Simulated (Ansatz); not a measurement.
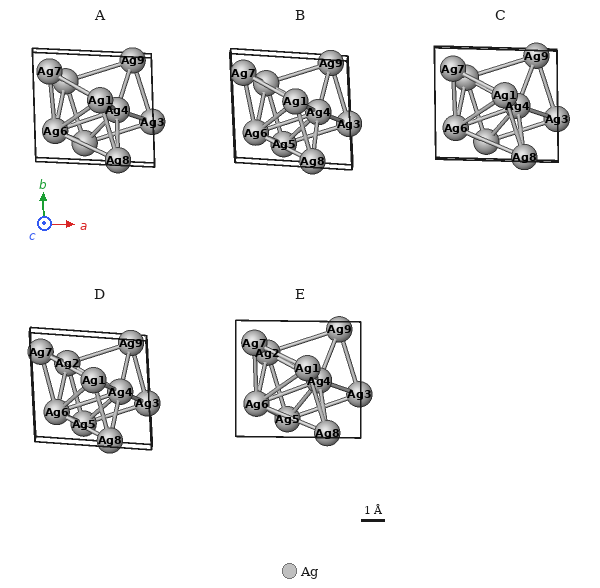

5 geometries from one relaxation of an amorphous cell of composition Ag (coarse preliminary run), in shuffled order. The picture is a ball-and-stick view of the cell of the calculation, seen along the c axis.

Case: atoms packed at random at 1.08 times the crystal's volume.

The calculation used Ansatz, DFT PBE, scalar-relativistic, plane waves, PAW. Settings: plane-wave cutoff 420 eV; k-point mesh 2 × 3 × 2; occupations gaussian; smearing width 0.1 eV; mesh shifted by (0.5, 0, 0.5); no spin polarisation; cell and atoms relaxed; force threshold 0.04 eV/Å; at most 70 steps.

### Order the frames from highest to lowest energy.

E, C, A, B, D. They are steps 0, 1, 2, 3, 5, at +97.0 meV per atom, +60.0 meV per atom, +28.1 meV per atom, +5.9 meV per atom relative to the last. Ag8 moves most relative to the cell: 0.54 Å along [−3 0 −1]. The volume changes by −6.6 %, with a 5.698 → 5.339 Å (−6.3 %), b 5.322 → 5.066 Å (−4.8 %), c 5.826 → 6.281 Å (+7.8 %), α 98.9° → 104.7°, β 83.3° → 82.9°, γ 91.8° → 98.3°. Among the contacts that change: Ag4–Ag7 3.920 → 2.953 Å, Ag2–Ag8 3.901 → 2.952 Å, Ag2–Ag7 3.212 → 4.009 Å, Ag1–Ag4 3.241 → 4.009 Å. After 4 accepted moves (5 points after the start) the energy has fallen by 97.0 meV per atom. Largest force component: 0.19 eV/Å at the start, 0.015 eV/Å at the end. The pressure goes from −1.92 to 0.00 GPa. At 1 point the geometry stayed and the basis and grid were re-selected for the new cell (energy shift of 0.4 meV per atom at most each time).

Limits of the set-up: the k-point mesh is coarse for a cell with partly filled bands; the periodic images lie only 5.3 Å apart, so the values are limited by the cell's size.
